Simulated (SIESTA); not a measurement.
# Ti: 7 runs along one coordinate

System: Ti (Fm-3m, 1 atom in the cell).
Method: Kohn-Sham DFT of a periodic cell, PBEsol, PseudoDojo 0.4 standard, converted to PSML, no spin polarisation (SIESTA 5.4.2).

The 7 runs differ only in the geometry, by an even scaling of the cell at fixed fractional positions. The structure derives from an entry of the Crystallography Open Database.

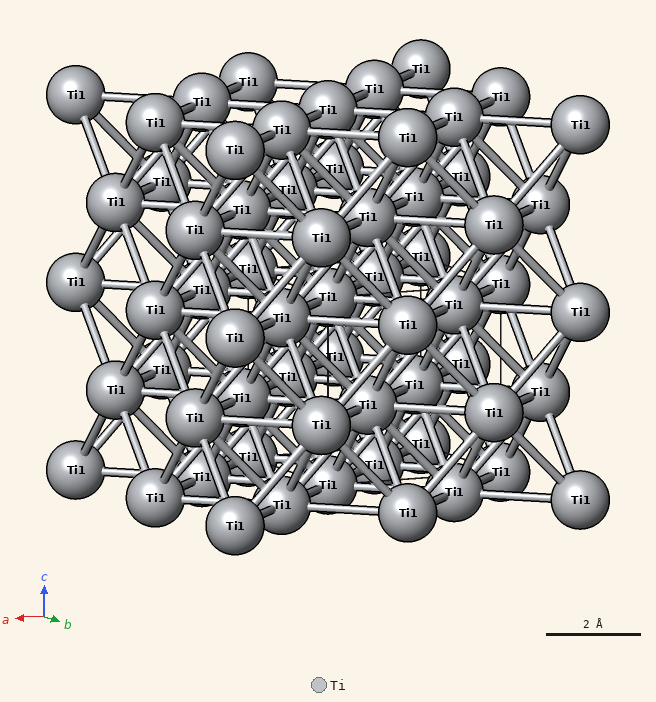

Figure 1. The structure of run 4 (ball-and-stick view of the cell 4 times as large as that of the calculation, set on its symmetry axes, repeated 2 × 2 × 2, seen at an oblique angle; atoms are numbered from 1 in the order of the input). An atom can appear more than once, as a periodic image.

**Input of run 4**
```
SystemName                      Ti
SystemLabel                     Ti
NumberOfSpecies                 1
NumberOfAtoms                   1
%block ChemicalSpeciesLabel
  1  22 Ti
%endblock ChemicalSpeciesLabel

LatticeConstant                 1.0 Ang
%block LatticeVectors
     0.0000000000     2.0300000000     2.0300000000
     2.0300000000     0.0000000000     2.0300000000
     2.0300000000     2.0300000000     0.0000000000
%endblock LatticeVectors
AtomicCoordinatesFormat         Fractional
%block AtomicCoordinatesAndAtomicSpecies
     0.0000000000     0.0000000000     0.0000000000  1  Ti
%endblock AtomicCoordinatesAndAtomicSpecies

%block kgrid.MonkhorstPack
   11   0   0  0.0
    0  11   0  0.0
    0   0  11  0.0
%endblock kgrid.MonkhorstPack
XC.Functional                   GGA
XC.Authors                      PBEsol
PAO.BasisSize                   DZP
PAO.EnergyShift                 0.003 Ry
Mesh.Cutoff                     800 Ry
OccupationFunction              FD
ElectronicTemperature           0.05 eV
MaxSCFIterations                120
SCF.MustConverge                false
SCF.Mixer.Method                Pulay
SCF.Mixer.Weight                0.25
SCF.Mixer.History               8
SCF.DM.Tolerance                5.0e-05
SCF.H.Tolerance                 1.0e-03 eV
WriteForces                     true
Charge.Mulliken                 end
%block PAO.Basis
  Ti 5
  n=3 0 2
    3.151 0.000
  n=4 0 2
    8.703 0.000
  n=3 1 2
    3.568 0.000
  n=4 1 1
    8.703
  n=3 2 2
    6.267 0.000
%endblock PAO.Basis
```

Command:
```bash
siesta Ti.fdf > Ti.out 2>&1
```

Run 2 differs from it as follows:
```diff
-     0.0000000000     2.0300000000     2.0300000000
-     2.0300000000     0.0000000000     2.0300000000
-     2.0300000000     2.0300000000     0.0000000000
+     0.0000000000     2.0025642044     2.0025642044
+     2.0025642044     0.0000000000     2.0025642044
+     2.0025642044     2.0025642044     0.0000000000
```

**Results, with one run withheld**

```tsv
run	volume per atom (Å³)	free energy per atom, from the lowest run given (meV)	pressure (GPa)
1	15.727	23.23	7.78
2	16.062	?	?
3	16.396	2.51	2.41
4	16.731	0.00	−0.03
5	17.065	2.64	−2.35
6	17.400	9.63	−4.35
7	17.735	20.53	−6.10
```

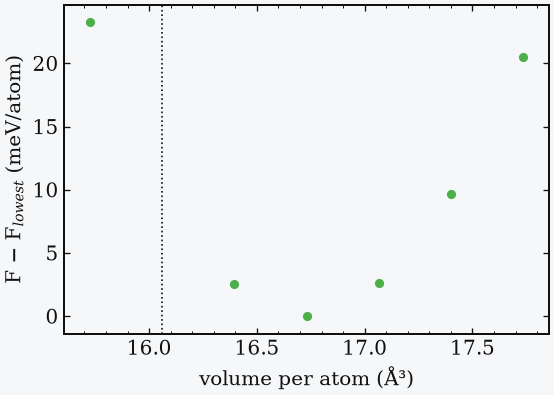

Figure 2. Free energy per atom of the runs given; the dotted line marks run 2.

What should run 2 give?

A cubic polynomial in V^(−2/3) (the Birch–Murnaghan form), fitted to the 6 runs given, misses them by at most 0.12 meV per atom. With x = V^(−2/3) − 0.15233 Å⁻², it reads F = 0.33737 − 712.57 x + 5.8182e+05 x² − 1.3293e+06 x³ (meV per atom). At run 2 it gives 9.96 meV per atom, and the run itself gives 10.05. The slope of the fit gives a pressure −dF/dV of 4.94 GPa there, and the run prints 4.93 GPa. The fit has its minimum at 16.719 Å³ per atom, where V d²F/dV² gives 115 GPa: the bulk modulus at this level, since symmetry fixes the shape and the positions.

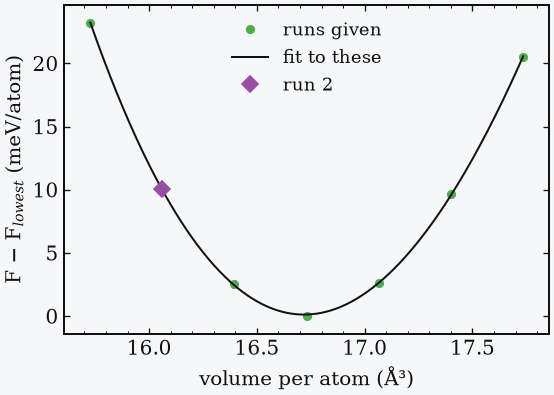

Figure 3. The fit and the withheld run.

**Some lines of the output (run 2)**
```
[...]
outcell: Cell volume (Ang**3)        :     16.0616
stepf: Fermi-Dirac step function
siesta: Etot    =     -1612.937035
siesta: FreeEng =     -1612.947808
        iscf     Eharris(eV)        E_KS(eV)     FreeEng(eV)     dDmax    Ef(eV) dHmax(eV)
siesta: E_KS(eV) =            -1613.4012
siesta: E_KS - E_eggbox =     -1613.4012
siesta: Etot    =     -1613.401173
siesta: FreeEng =     -1613.410618
siesta:         Fermi =      -7.606342
siesta: Cell volume =         16.061620 Ang**3
    Orbital volume contribution        =           1.504649 eV
```

Notes: Points of doubt noted for this run: mulliken charges of long orbitals. With a small basis of atomic orbitals these values can differ much from converged plane-wave results.
